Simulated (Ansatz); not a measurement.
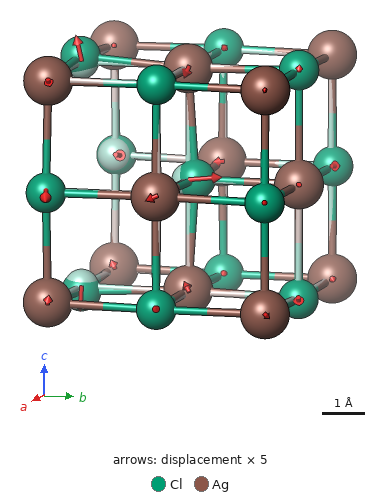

A relaxation of a defect cell of composition Cl$_{32}$Ag$_{31}$ (cell charge −1). The starting structure is drawn faded, the final one solid; red arrows show the displacements, 5 times their true length.

Style: ball-and-stick. Shown: the atoms within 5.0 Å of the atom that moves most (axes of the cell of the calculation (origin shifted)), slightly off an axis.

The calculation used DFT, PBEsol, PAW, plane waves in Ansatz 0.2.0. Settings: plane-wave cutoff 420 eV; k-point mesh 1 × 1 × 1; mesh shifted by (0.25, 0.25, 0.25); no spin polarisation; atoms relaxed in a fixed cell; force threshold 0.03 eV/Å; at most 80 steps.

Which element moves most?

Answer. Chlorine: up to 0.17 Å, against 0.09 Å for silver.

What happened in the run?

Answer. A Cl atom moves most: 0.17 Å roughly along +b. Largest moves by element: Cl 0.17 Å, Ag 0.09 Å. The cell stays as it was. Near-neighbour distances that change, for instance: Ag–Cl 2.770 → 2.592 Å, Ag–Cl 2.782 → 2.691 Å, Ag–Cl 2.674 → 2.759 Å, Ag–Cl 2.788 → 2.715 Å. Bond angles that change, for instance: Ag–Cl–Ag 178.9° → 172.3°, Ag–Cl–Ag 177.3° → 172.6°, Ag–Cl–Ag 89.1° → 93.8°. The energy falls by 0.308 eV per cell of the calculation in 2 geometry steps. Largest force component: 0.36 eV/Å at the start, 0.023 eV/Å at the end.

Limits of the set-up: the cell is charged, on a uniform background, and energies carry no finite-size correction.
